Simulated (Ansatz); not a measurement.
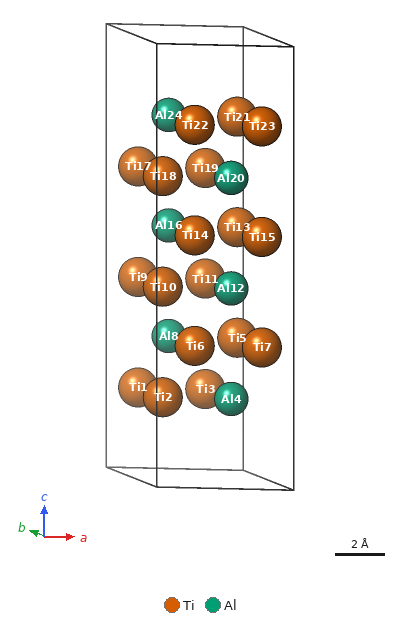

**Figure 1.** The input geometry (spheres-only view of the cell of the calculation, with the vacuum cut short, seen slightly off an axis; atoms are numbered from 1 in the order of the input). An atom can appear more than once, as a periodic image.

Run report: Ti$_{3}$Al, single-point calculation (part 1 of 2)

- system: Ti$_{3}$Al (slab, 24 atoms in the cell)
- method: DFT r2SCAN, scalar-relativistic, plane waves, PAW, no spin polarisation (Ansatz 0.2.0)

The structure derives from an entry of the Crystallography Open Database. It belongs to a series of runs on one base structure; here: (0 0 1) slab cut from the bulk. Figures and captions count atoms from 1; the log counts them from 0 in places.

Log
```
Engine: ansatz 0.2.0, x86_64-unknown-linux-gnu
Pseudopotentials: kind: paw
Pseudopotential: Ti, paw, valence charge 12, recommended cutoff 500 eV (meta_gga), Ti.paw.azcp
Pseudopotential: Al, paw, valence charge 3, recommended cutoff 500 eV (meta_gga), Al.paw.azcp
Functional definition: r2SCAN
  parameter k0 = 0.174
  parameter k1 = 0.065
  parameter a1 = 4.9479
  exchange = r2scan_x(k0 = k0, k1 = k1, a1 = a1)
  correlation = r2scan_c
Crystal: 24 atoms, lattice volume = 760.192 Å³
Basis set: ecut = 500 eV, 19333 PW (Γ), exchange–correlation on 180×180×800 points (64 copies of the dense FFT grid, shifted against one another)
Bands: 141, of which v1, the nominal top of the filled ones, is band 117 counted from 1 (116 counted from 0)
Symmetry: 6 space group operations
k-points: 7 of 36 (time reversal used)
Non-local potential: Ti, projectors of the file, l = 0: 3, l = 1: 2, l = 2: 3, l = 3: 1
Non-local potential: Al, projectors of the file, l = 0: 2, l = 1: 2, l = 2: 1
PAW form: soft (Blöchl's): semilocal exchange-correlation on the pseudo side does not see the compensation charge
PAW frozen core: Ti, regenerated for the run's functional (the file was generated under x = pbe(κ = 0.804, μ = 0.2195149727645171), c = pbe(β = 0.06672455060314922))
PAW frozen core: Al, regenerated for the run's functional (the file was generated under x = pbe(κ = 0.804, μ = 0.2195149727645171), c = pbe(β = 0.06672455060314922))
PAW one-centre angular grid: Ti, 590 points (default); XC on 160 Gauss nodes
PAW one-centre angular grid: Al, 302 points (default); XC on 160 Gauss nodes
Initial density: superposition of atomic densities (neutral atoms: chi_scale 0, normalization atom), corrected by the library's trained network
Initial wavefunctions: pseudopotential atomic-orbital guess
Functional: x = r2scan, c = r2scan; τ floored in thin density (d = 2e-4 eV/Å³)
SCF iter   1: F=—  HF=-48320.444999 eV  |F-HF|=—  |Δ(HF+E_count)|=         —  Δρ=1.39e-2  dr2=8.27e0  dr2_τ=2.26e-1  ethr=1.77e-3  p=0.000 e·Å  D=1.13e-14 V/Å  ΔV_dip=-0.00 eV  dr2_dipole=2.84e-9  V_vac-E_F(+/−)=3.97/3.97 eV  ⟨swp⟩=10.7  Hψ=5236  notcnv=0
efield: sawtooth ramp at fractional position 0.9800 (placed from the atoms, in the widest stretch of the axis that holds none; the zero of the levels goes with the place), width 0.0400; the density the first Hamiltonian is built on has a dipole p = 0.000 e·Å; the dipole correction subtracts the counter field D = 1.13e-14 V/Å, which shifts the + side's vacuum level by -0.00 eV against the − side's; the planar-averaged density in the ramp window peaks in size at 6.2e-5 e/Å³
preconditioner: auto → LDOS  [metal: Δε(μ)=0.038 eV  Ē_g=3.041 eV  σ=0.100 eV  W_gap=0.21  n_scr=138 (ndim 8)  ℏωp=12.8 eV  f_vac=0.415  D(μ)=28.36/eV (n_scr^D=230)  β→1.0]
SCF iter   2: F=—  HF=-48320.782682 eV  |F-HF|=—  |Δ(HF+E_count)|=   3.38e-1  Δρ=9.29e-3  dr2=1.30e0  dr2_τ=7.47e-2  ethr=1.77e-3  p=0.000 e·Å  D=8.80e-7 V/Å  ΔV_dip=-0.00 eV  dr2_dipole=6.60e-8  V_vac-E_F(+/−)=4.18/4.18 eV  ⟨swp⟩=4.1  Hψ=2271  notcnv=0  defer=36
SCF iter   3: F=—  HF=-48320.691528 eV  |F-HF|=—  |Δ(HF+E_count)|=   9.12e-2  Δρ=2.19e-3  dr2=8.23e-2  dr2_τ=2.06e-3  ethr=5.56e-4  p=0.000 e·Å  D=3.37e-6 V/Å  ΔV_dip=-0.00 eV  dr2_dipole=5.02e-10  V_vac-E_F(+/−)=4.14/4.14 eV  ⟨swp⟩=3.3  Hψ=1911  notcnv=0  defer=36
SCF iter   4: F=—  HF=-48320.686258 eV  |F-HF|=—  |Δ(HF+E_count)|=   5.27e-3  Δρ=5.37e-4  dr2=3.63e-3  dr2_τ=1.04e-4  ethr=3.52e-5  p=0.000 e·Å  D=2.60e-6 V/Å  ΔV_dip=-0.00 eV  dr2_dipole=7.80e-9  V_vac-E_F(+/−)=4.17/4.17 eV  ⟨swp⟩=2.3  Hψ=1393  notcnv=0  defer=36
SCF iter   5: F=—  HF=-48320.687308 eV  |F-HF|=—  |Δ(HF+E_count)|=   1.05e-3  Δρ=2.51e-4  dr2=1.16e-3  dr2_τ=3.82e-5  ethr=1.55e-6  p=0.000 e·Å  D=2.01e-6 V/Å  ΔV_dip=-0.00 eV  dr2_dipole=7.83e-9  V_vac-E_F(+/−)=4.20/4.20 eV  ⟨swp⟩=3.9  Hψ=2074  notcnv=0  defer=36
SCF iter   6: F=—  HF=-48320.687374 eV  |F-HF|=—  |Δ(HF+E_count)|=   6.61e-5  Δρ=7.56e-5  dr2=7.36e-5  dr2_τ=2.03e-6  ethr=4.95e-7  p=0.000 e·Å  D=1.32e-6 V/Å  ΔV_dip=-0.00 eV  dr2_dipole=1.60e-9  V_vac-E_F(+/−)=4.20/4.20 eV  ⟨swp⟩=2.4  Hψ=1541  notcnv=0  defer=36
SCF iter   7: F=—  HF=-48320.686949 eV  |F-HF|=—  |Δ(HF+E_count)|=   4.25e-4  Δρ=3.48e-5  dr2=4.16e-5  dr2_τ=4.02e-7  ethr=3.14e-8  p=0.000 e·Å  D=6.32e-7 V/Å  ΔV_dip=-0.00 eV  dr2_dipole=1.30e-11  V_vac-E_F(+/−)=4.21/4.21 eV  ⟨swp⟩=2.9  Hψ=1720  notcnv=0  defer=36
SCF iter   8: F=—  HF=-48320.686955 eV  |F-HF|=—  |Δ(HF+E_count)|=   5.96e-6  Δρ=1.27e-5  dr2=2.89e-6  dr2_τ=7.51e-8  ethr=1.78e-8  p=0.000 e·Å  D=2.78e-7 V/Å  ΔV_dip=-0.00 eV  dr2_dipole=1.06e-11  V_vac-E_F(+/−)=4.21/4.21 eV  ⟨swp⟩=2.0  Hψ=1219  notcnv=0  defer=36
SCF iter   9: F=—  HF=-48320.686956 eV  |F-HF|=—  |Δ(HF+E_count)|=   9.44e-7  Δρ=5.94e-6  dr2=5.97e-7  dr2_τ=1.46e-8  ethr=1.23e-9  p=0.000 e·Å  D=1.02e-7 V/Å  ΔV_dip=-0.00 eV  dr2_dipole=7.78e-12  V_vac-E_F(+/−)=4.22/4.22 eV  ⟨swp⟩=2.3  Hψ=1620  notcnv=0  defer=36
SCF iter  10: F=-48320.686956 eV  HF=-48320.686956 eV  |F-HF|=3.34e-8  |Δ(HF+E_count)|=   2.39e-7  Δρ=2.35e-6  dr2=6.94e-8  dr2_τ=1.32e-9  ethr=4.27e-11  p=0.000 e·Å  D=3.34e-8 V/Å  ΔV_dip=-0.00 eV  dr2_dipole=2.12e-12  V_vac-E_F(+/−)=4.22/4.22 eV  ⟨swp⟩=24.7  Hψ=8998  notcnv=0
SCF 1 converged in 10 iterations: F = -48320.686956 eV  dr2 = 6.94e-8
  greatest PAW one-centre occupation: 1.001 electrons in one spin orbital (limit 2), on the Ti atom at site 22 (counted from 0), in its partial waves of l = 1
```

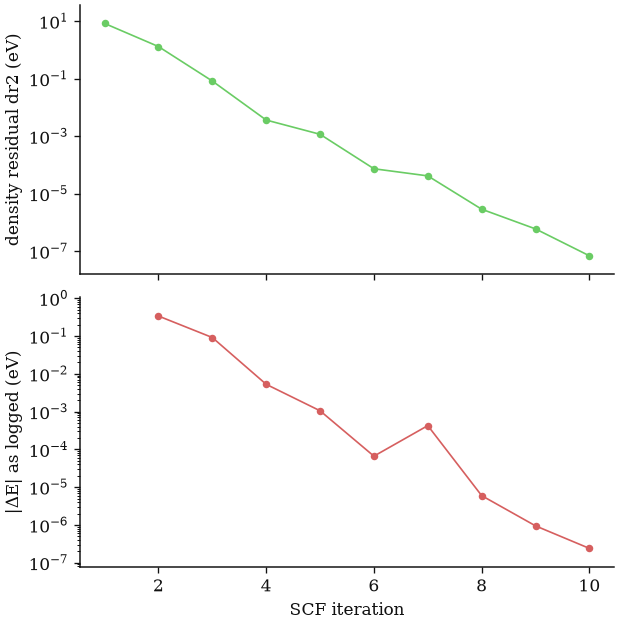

**Figure 2.** Convergence of the self-consistent field: density residual dr2 and size of the energy change against the SCF iteration. The residual falls at every step.

```
WARN: The output density's exchange-correlation potential varies sharply where the density is thin. Do not read a vacuum level from v_tot or v_xc, or from such a field of the output density. On a cell that repeats whose density bears no net charge and no dipole along the vacuum's axis use v_es (v_loc + v_h of the components); under efield.dipole_correction with no amplitude use v_es + v_field, which holds any external_charges[].barrier, or the levels of the report's work_function block, which leave it out; under a non-zero efield.amplitude the vacuum is tilted and has no level; on a cell that repeats and bears such a dipole with no correction it is tilted too, and efield.dipole_correction with no amplitude gives each side of its ramp a level where efield: is served; in a cell that repeats whose density bears a net charge (total_charge, or a fill off its count) it is curved and has none; of a slab under crystal.periodic whose density bears no net charge use v_es, which has a level on each side, short of where the two are joined; of another it falls or rises all the way out and has none; of a slab beside external_charges read slab_vacuum_level instead, which it has where they leave it neutral. The grid or the basis barely resolves most such structure, and the values can differ between equally converged runs; as a rule a tighter scf.convergence.dr2_threshold does not remove it. Where the density itself ripples (under the LDA too) a higher basis.ecutwfc lessens it. The files hold the spikes' plane waves up to the density's cutoff. Files: v_tot_of_output_density and the like, and their columns of v_z.tsv (output.write_potential); v_xc_of_output_density and the like, and their columns of v_comp_z.tsv (output.write_potential_components). Measured: with its Gaussian average of σ = 0.25 Å subtracted twice, the exchange-correlation potential is over 0.1 eV at 8545 of the grid points where the equally averaged density (valence and model cores) is under 1e-3 e/Å³, and 2.08 eV at the most among them, at an averaged density of 9.4e-8 e/Å³. The input density's (outcome.potential() and, of a run that writes arrays, v_tot and v_xc) is over 0.1 eV, so measured, at 1313 points of its own thin density, 0.387 eV at the most. See output.write_potential in the manual, Limitations
SCF converged after 10 iterations
Free energy (F): -48320.686956 eV
Harris-Foulkes:  -48320.686956 eV  (|F-HF|=3.34e-8)
Internal energy: -48320.521931 eV  (E = F + TS)
E sigma→0 (E₀):  -48320.604443 eV
Entropy (-TS):   -0.165025 eV (-6.876 meV/atom)
Fermi energy:    4.551598 eV
Dipole field:    D = -0.000001 V/Å  (p = -0.000004 e·Å, saw-weighted, corrected)
Work function:   Φ+ = 4.2161 eV   Φ− = 4.2161 eV
Levels:          The Fermi level and band energies are counted from a zero that moves with the ramp; work functions are not
--- Per-component energies (eV) ---
  E_band       = -4956.274523
  E_kinetic    = 5039.021060
  E_local      = -195030.188274  (includes V_loc(G=0)·N_el)
  E_nonlocal   = 201.202520
  E_hartree    = 95249.838098
  E_xc         = -1886.304513
  E_vxc        = -2568.308635  (∫ρ·V_xc dr)
  E_paw        = -21864.960349  (= ΣΔE_a)
  E_vpaw       = -3269.541963  (= ΣTr[D̂ρ^β])
  E_aug_tail   = 0.001649  (compensation charges beyond the density's cutoff)
  E_vtau       = 171.795980  (kinetic-family band-sum trace: ∫τ·v_τ [+ j·A + Jᵃ·Aᵃ] dr)
  E_efield     = 0.000000  (sawtooth field / dipole correction)
  E_vefield    = 0.000000  (∫n·V_field dr)
  E_ewald      = 69975.790756
  E_core_change = -4.922877  (= ΣΔE_core)
  E_smearing   = -0.165025  (= −TS)
  E_closure    = -0.000000  (closes the sum)
  Σ components = -48320.686956   (vs F -48320.686956, Δ=0.00e0)
--- Forces (eV/Å), atoms counted from 1 ---
  atom   1  Ti    -0.01541143     0.00889779     0.32035045
  atom   2  Ti    -0.00000000    -0.01779558     0.32035045
  atom   3  Ti     0.01541143     0.00889779     0.32035045
  atom   4  Al     0.00000000     0.00000000    -0.01809419
  atom   5  Ti     0.00000000     0.09316005    -0.34369758
  atom   6  Ti    -0.08067897    -0.04658003    -0.34369758
  atom   7  Ti     0.08067897    -0.04658003    -0.34369758
  atom   8  Al    -0.00000000    -0.00000000    -0.16561083
  atom   9  Ti     0.02400740    -0.01386068     0.13281937
  atom  10  Ti     0.00000000     0.02772136     0.13281937
  atom  11  Ti    -0.02400740    -0.01386068     0.13281937
  atom  12  Al     0.00000000    -0.00000000     0.05319290
  atom  13  Ti    -0.00000000    -0.02772129    -0.13281954
  atom  14  Ti     0.02400734     0.01386065    -0.13281954
  atom  15  Ti    -0.02400734     0.01386065    -0.13281954
  atom  16  Al    -0.00000000     0.00000000    -0.05319290
  atom  17  Ti    -0.08067895     0.04658001     0.34369782
  atom  18  Ti    -0.00000000    -0.09316002     0.34369782
  atom  19  Ti     0.08067895     0.04658001     0.34369782
  atom  20  Al     0.00000000     0.00000000     0.16561104
  atom  21  Ti     0.00000000     0.01779552    -0.32035050
  atom  22  Ti    -0.01541137    -0.00889776    -0.32035050
  atom  23  Ti     0.01541137    -0.00889776    -0.32035050
  atom  24  Al    -0.00000000    -0.00000000     0.01809469
  max |Σ_I F_I| component: 8.04e-7 eV/Å
--- Stress (GPa, compression-positive) ---
       -1.222393      -0.000000       0.000000
       -0.000000      -1.222393       0.000000
        0.000000       0.000000      -0.769395
  P = ⅓ Tr σ = -1.0714 GPa (-10.714 kbar)
--- Band table (eV; the first three rows and the last of 7) ---
  k-point 0: bands = ["-54.7719", "-54.7719", "-54.6955", "-54.6955", "-54.6955", "-54.6955", "-54.4763", "-54.4691", "-54.4189", "-54.3914", "-54.3914", "-54.3904", "-54.3904", "-54.3762", "-54.3421", "-54.3421", "-54.3193", "-54.3193", "-30.1637", "-30.1637", "-30.1281", "-30.1275", "-30.0687", "-30.0687", "-30.0682", "-30.0682", "-30.0483", "-30.0483", "-30.0476", "-30.0476", "-29.9514", "-29.9395", "-29.8948", "-29.8323", "-29.8323", "-29.8291", "-29.8291", "-29.7985", "-29.7980", "-29.7980", "-29.7869", "-29.7691", "-29.7691", "-29.7609", "-29.7609", "-29.6868", "-29.6516", "-29.6516", "-29.6102", "-29.6102", "-29.6032", "-29.6032", "-29.5751", "-29.5686", "-29.5686", "-29.5534", "-29.5254", "-29.4991", "-29.4991", "-29.4736", "-29.4736", "-29.4644", "-29.4618", "-29.4026", "-29.3560", "-29.3560", "-29.3552", "-29.3552", "-29.2917", "-29.2917", "-29.2893", "-29.2893", "-3.4524", "-2.9751", "-2.2323", "-1.4414", "-0.8772", "-0.6595", "1.2117", "1.3282", "1.6065", "1.7814", "2.1004", "2.2169", "2.2538", "2.2945", "2.2945", "2.2950", "2.2950", "2.3948", "2.3948", "2.4978", "2.4978", "2.8041", "2.8041", "2.8069", "2.8577", "2.8577", "3.2761", "3.2761", "3.4620", "3.4620", "3.4761", "3.5059", "3.5059", "3.6195", "3.6195", "3.6900", "3.6900", "3.9707", "4.0464", "4.0547", "4.1157", "4.1889", "4.2497", "4.3583", "4.5411", "4.5808", "4.5808", "4.5889", "4.5889", "5.0227", "5.0227", "5.1948", "5.1948", "5.2129", "5.2129", "5.3493", "5.4081", "5.4081", "5.4553", "5.4553", "5.4906", "5.5096", "5.7407", "5.7816", "5.9008", "6.3060", "6.4016", "6.4016", "6.4288"]
```
